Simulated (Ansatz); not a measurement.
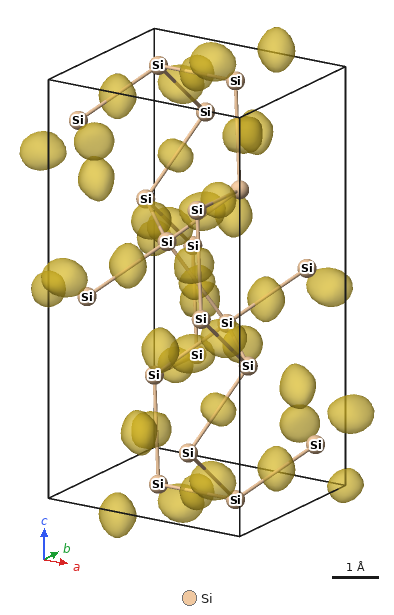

Figure. Si. Isosurface of the ELF at 0.9 (yellow), seen slightly off an axis. Core shells and regions of very low density are left out. Sticks mark near contacts.

Space group Ia-3.

Level of theory: DFT r2SCAN, scalar-relativistic, plane waves, PAW in Ansatz 0.2.0.

Core electrons are frozen (PAW), and the valence fields are smoothed inside the atomic spheres.

Input file:

```
crystal:
  lattice:
    - [-3.3236145453, 3.3236145453, -3.3236145453]
    - [-3.3236145453, -3.3236145453, 3.3236145453]
    - [0.0, 6.6472290906, 6.6472290906]
  atoms:
    - { symbol: Si, position: [0.8993001741, 0.8993001741, 0.1006998259] }
    - { symbol: Si, position: [0.3993001741, 0.3993001741, 0.6006998259] }
    - { symbol: Si, position: [0.25, 0.9513996518, 0.25] }
    - { symbol: Si, position: [0.75, 0.4513996518, 0.75] }
    - { symbol: Si, position: [0.6493001741, 0.1493001741, 0.1493001741] }
    - { symbol: Si, position: [0.1493001741, 0.6493001741, 0.6493001741] }
    - { symbol: Si, position: [0.7013996518, 0.5, 0.0] }
    - { symbol: Si, position: [0.2013996518, 0.0, 0.5] }
    - { symbol: Si, position: [0.6006998259, 0.6006998259, 0.3993001741] }
    - { symbol: Si, position: [0.1006998259, 0.1006998259, 0.8993001741] }
    - { symbol: Si, position: [0.25, 0.5486003482, 0.25] }
    - { symbol: Si, position: [0.75, 0.0486003482, 0.75] }
    - { symbol: Si, position: [0.8506998259, 0.3506998259, 0.3506998259] }
    - { symbol: Si, position: [0.3506998259, 0.8506998259, 0.8506998259] }
    - { symbol: Si, position: [0.2986003482, 0.5, 0.0] }
    - { symbol: Si, position: [0.7986003482, 1.0, 0.5] }
basis:
  ecutwfc: 500
kpoints:
  mp_grid: { grid: [7, 7, 4] }
hamiltonian:
  xc: r2scan
scf:
  occupations: { method: gaussian, width: 0.15 }
output:
  forces: true
  stress: true
  eigenvalues: true
  write_density: true
  write_potential: true
  elf: true
  volumetric_format: npy
```

Command:

```sh
ansatz run input.yaml --threads 2 --pin off --max-ram 5120MiB --backend cpu --events-out ev --progress --plain --runs-dir out
```

Question: Where are the electrons localised?

Answer: The surface consists of 32 regions between bonded Si–Si atoms, counted in one cell of 16 atoms. Any copies at cell faces, edges or corners count once. Profiles from the grid: Si–Si (2.32 Å): the ELF peaks at about 0.95 between the atoms. Si–Si (2.39 Å): the ELF peaks at about 0.95 between the atoms.

Question: Does the calculation give a band gap?

Answer: It is metallic or semimetallic at this level of theory: no gap opens.
